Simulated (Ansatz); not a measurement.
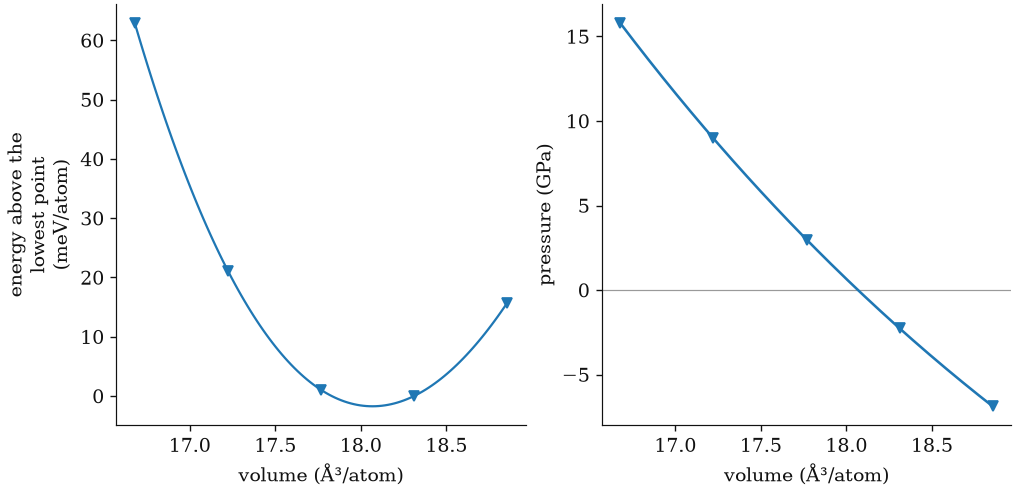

Figure. Energy above the lowest point and pressure against volume for Nb, space group Im-3m (No. 229) (one of a set of cubic test structures, which need not be the stable phase).

A third-order Birch–Murnaghan fit gives V0 = 18.07 Å³/atom, B0 = 173 GPa and B′ = 3.3. The energy above the lowest point is 62.9 meV/atom at volume 16.68 Å³/atom and 15.7 meV/atom at 18.85 Å³/atom; the lowest computed point is at volume 18.31 Å³/atom (0.0 meV/atom), and no other minimum shows. The pressure falls from 15.8 GPa at volume 16.68 Å³/atom to −6.9 GPa at 18.85 Å³/atom, and changes sign near 18.08 Å³/atom.

Method: equation of state of a cubic crystal from periodic Kohn-Sham density functional theory without spin, third-order Birch-Murnaghan fit to the free energies; pressure corrected for the finite basis (Ansatz 0.2.0 development build). Level: r2SCAN.

- structure type: bcc
- atoms in cell: 1
- space group number: 229
- lattice centring: body-centred primitive
- k mesh: 14×14×14
- occupation method: Fermi–Dirac
- occupation width: 0.1 eV
- wave cutoff: 700 eV
- datasets: hard PAW
- density tolerance: 1e−09 eV
- bands: 11
- density cutoff ratio: 4
- search for lower states: default
- xc grid level: 2

Caveats: modest k-mesh, values are not fully converged in k; pseudopotentials made with PBE, not this functional.
